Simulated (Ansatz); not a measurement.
Consider Rh.

```yaml
crystal:
  lattice:
    - [5.46478, 0.00000, 0.00000]
    - [0.00000, 5.46478, 0.00000]
    - [0.00000, 0.00000, 5.46478]
  atoms:
    - { symbol: Rh, position: [0.75000, 0.25000, 0.25000] }
    - { symbol: Rh, position: [0.25000, 0.75000, 0.25000] }
    - { symbol: Rh, position: [0.25000, 0.25000, 0.75000] }
    - { symbol: Rh, position: [0.75000, 0.75000, 0.75000] }
    - { symbol: Rh, position: [0.50000, 0.00000, 0.00000] }
    - { symbol: Rh, position: [0.00000, 0.50000, 0.00000] }
    - { symbol: Rh, position: [0.00000, 0.00000, 0.50000] }
    - { symbol: Rh, position: [0.50000, 0.50000, 0.50000] }
```

Space group Fd-3m; set up as Rh, diamond; a generated structure, not necessarily the stable one; changed on purpose from its base cell (volume × 1.0); computed without spin polarisation.

Computed with DFT, r2SCAN, plane waves (500 eV) with PAW, scalar-relativistic in Ansatz.

Q: What will maps of the valence pseudo-density and electron localisation function show?

A: Rh–Rh (2.37 Å): ρ is about 0.7 e/Å³ halfway; the ELF is about 0.30 at the midpoint: no localised pair shows between them.

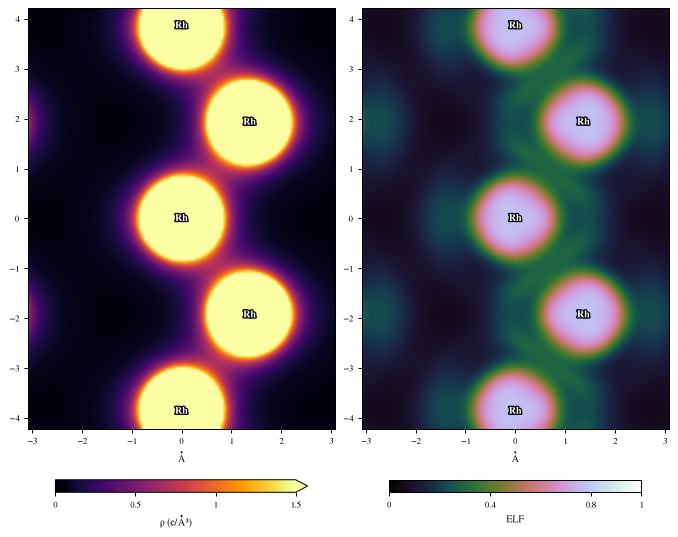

Computed valence pseudo-density and electron localisation function on the (110) plane of the conventional cell, in this order. 

Core electrons are frozen (PAW), and the valence fields are smoothed inside the atomic spheres.
